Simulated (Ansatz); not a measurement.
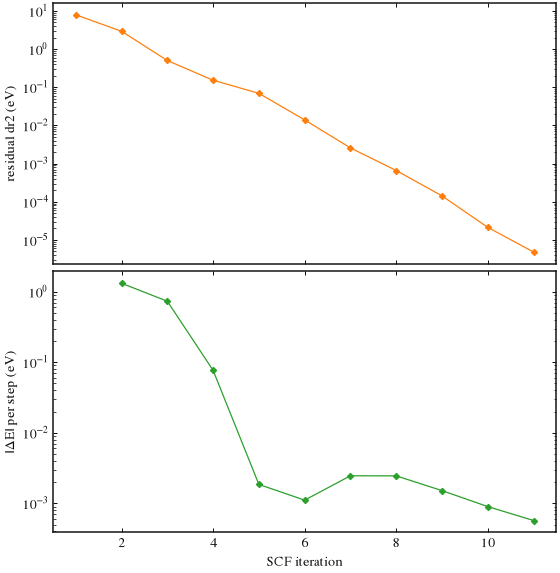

The plot shows the SCF iterations of a calculation: density residual dr2, step-to-step change of the Harris–Foulkes energy.

AlO$_{2}$ (6 atoms in the cell), run with Ansatz.

```
crystal:
  lattice:
    - [1.3599569982, -4.8817103335, 0.0]
    - [1.3599569982, 4.8817103335, 0.0]
    - [0.0, 0.0, 3.926162937]
  atoms:
    - { symbol: Al, position: [0.3323727374, 0.6676272626, 0.25] }
    - { symbol: Al, position: [0.6676272626, 0.3323727374, 0.75] }
    - { symbol: O, position: [0.7047888594, 0.2952111406, 0.25] }
    - { symbol: O, position: [0.2952111406, 0.7047888594, 0.75] }
    - { symbol: O, position: [0.9409365801, 0.0590634199, 0.25], spin: 0.8, spin_axis: [0, 0, 1] }
    - { symbol: O, position: [0.0590634199, 0.9409365801, 0.75], spin: 0.8, spin_axis: [0, 0, 1] }
basis:
  ecutwfc: 420
kpoints:
  mp_grid: { grid: [16, 16, 14] }
hamiltonian:
  xc: pbe
  dispersion: d3bj
  pseudopotentials: { kind: paw_fr }
scf:
  occupations: { method: gaussian, width: 0.15 }
output:
  forces: true
  eigenvalues: true
  stress: true
magnetization:
  noncollinear: true
  spin_orbit: true
```

Command:
```bash
ansatz run input.yaml --threads 2 --pin off --max-ram 5120MiB --backend cpu --events-out ev --progress --plain --runs-dir out
```

> How did this run end?

It was still iterating, at step 11, when the time limit ended it. The residual is still falling at the last step (down to 5 × 10⁻⁶).
